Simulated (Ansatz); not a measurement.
The Ansatz input:

```yaml
crystal:
  lattice:
    - [3.145, -2.25, 0.0]
    - [3.145, 2.25, 0.0]
    - [0.0, 0.0, 8.21]
  atoms:
    - { symbol: Cl, position: [0.37, 0.63, 0.4] }
    - { symbol: Cl, position: [0.13, 0.87, 0.9] }
    - { symbol: Cl, position: [0.63, 0.37, 0.6] }
    - { symbol: Cl, position: [0.87, 0.13, 0.1] }
kpoints:
  mp_grid: { grid: [7, 7, 4] }
  band_path:
    path:
      - [0.0, 0.0, 0.0]
      - [0.3779569104, -0.3779569104, 0.0]
      - [0.0, -0.5, 0.0]
      - [0.0, -0.5, -0.5]
      - [0.3779569104, -0.3779569104, -0.5]
      - [0.0, 0.0, -0.5]
      - [0.0, 0.0, 0.0]
      - [-0.5, -0.5, 0.0]
    npoints: 8
scf:
  occupations: { method: fermi_dirac, width: 0.05 }
hamiltonian:
  xc: lda
  pseudopotentials: { kind: all_electron, lapw: { basis_error: 0.002 } }
output:
  forces: true
  stress: true
  eigenvalues: true
```

System: Cl, space group Cmce, 4 atoms in the primitive cell.

Ansatz; LDA, all-electron LAPW, no spin polarisation, no spin-orbit coupling, 7×7×4 k mesh.

What does the calculation give for the electronic structure? The path is Γ–X–S–R–A–Z–Γ–Y.

The material is gapped. The gap along this path is 2.32 eV, from the valence-band top at Y to the conduction-band bottom between Γ and X; the smallest direct gap, between Γ and X, is only slightly larger at 2.38 eV. At Γ the lowest conduction band lies only 0.02 eV higher. At R the top valence band lies only 0.01 eV lower. The top valence level at Y is a single band, not degenerate (spin aside). The top valence band spans 0.4 eV and the lowest conduction band 0.4 eV. The direct gaps are 2.93 eV at S, 2.40 eV at Γ and 2.43 eV at Y.

LDA, GGA and most meta-GGA functionals understate gaps. In reduced coordinates of the cell that was run, X is (0.378, −0.378, 0), S is (0, −0.5, 0), R is (0, −0.5, −0.5), A is (0.378, −0.378, −0.5), Z is (0, 0, −0.5) and Y is (−0.5, −0.5, 0).

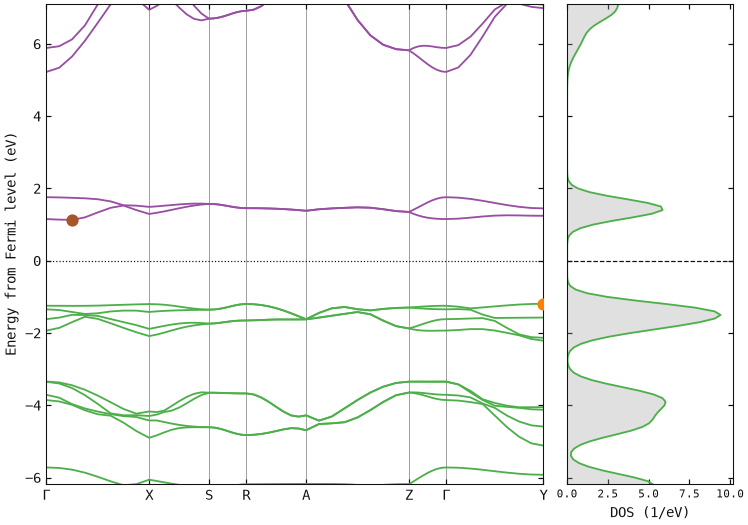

Band structure and density of states. Energies are counted from the Fermi level. The path runs straight from each named point to the next. The DOS curve is built from the levels of the k mesh with Gaussians 0.55 eV wide, which also blur the band edges; ripples of that width can come from the mesh.
